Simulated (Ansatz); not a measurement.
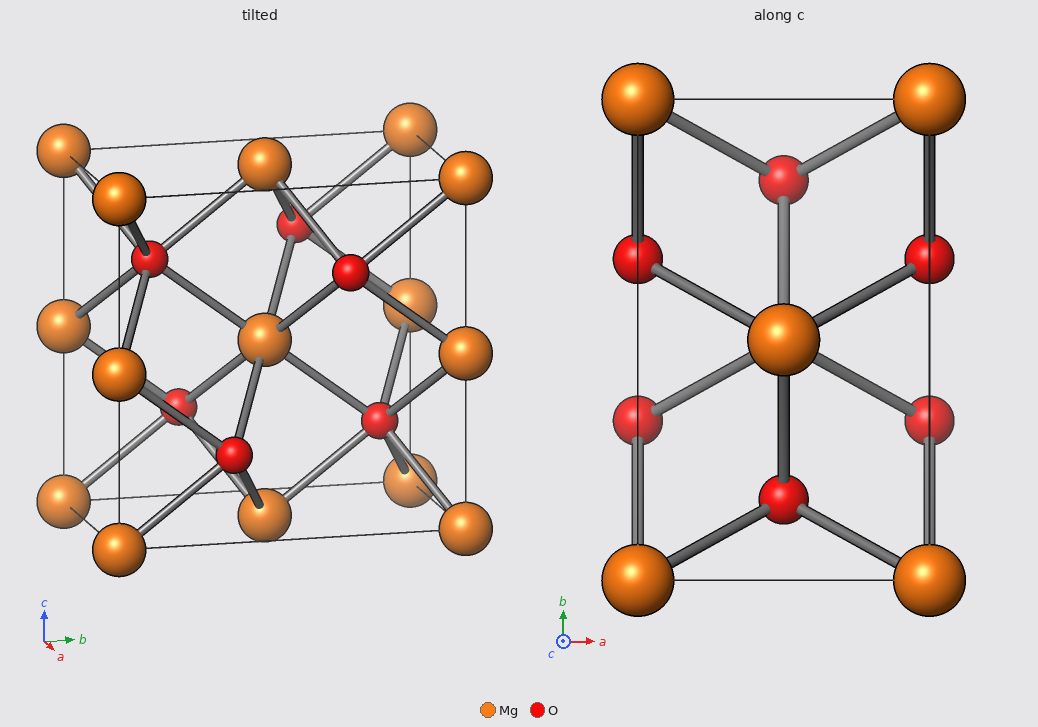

Drawn in the ball-and-stick manner and seen slightly off an axis and along the c axis. The lines enclose the conventional unit cell; boundary atoms appear with their images.

MgO, space group Cmcm (No. 63), a = 3.070 Å, b = 5.063 Å, c = 5.092 Å, α = 90.00°, β = 90.00°, γ = 90.00°. The structure comes from a structure type filled with these elements by a generator (whether the compound takes this form wasn't checked). The cell was then strained or its atoms displaced on purpose. A calculation with Ansatz used it as input.

This one geometry was computed with Ansatz (DFT, plane waves, PAW) at three levels of theory: HSE06, r2SCAN and PBE. It was relaxed with r2SCAN and then strained.

Q: Which level gives the highest pressure at this volume, and what does that say about its equilibrium volume?

A: Highest: PBE (-1.2 GPa), which points to the largest equilibrium volume. Lowest, with the smallest volume: HSE06 (-6.9 GPa) and r2SCAN (-6.6 GPa). Levels within 0.5 GPa of each other can't be told apart.

Q: How does the band gap change with the level of theory?

A: PBE: a gap of 4.04 eV, direct; r2SCAN: a gap of 4.89 eV, direct; HSE06: a gap of 5.74 eV, direct.

Q: Collect the results in a table.

A:
| level | cutoff (eV) | k-mesh of the run's cell | gap (eV) | pressure (GPa) |
| --- | --- | --- | --- | --- |
| HSE06 | 420 | 9×9×4 | 5.74 | -6.9 |
| r2SCAN | 500 | 12×12×6 | 4.89 | -6.6 |
| PBE | 420 | 12×12×6 | 4.04 | -1.2 |

Gaps are taken on the k-mesh or band path of each run.
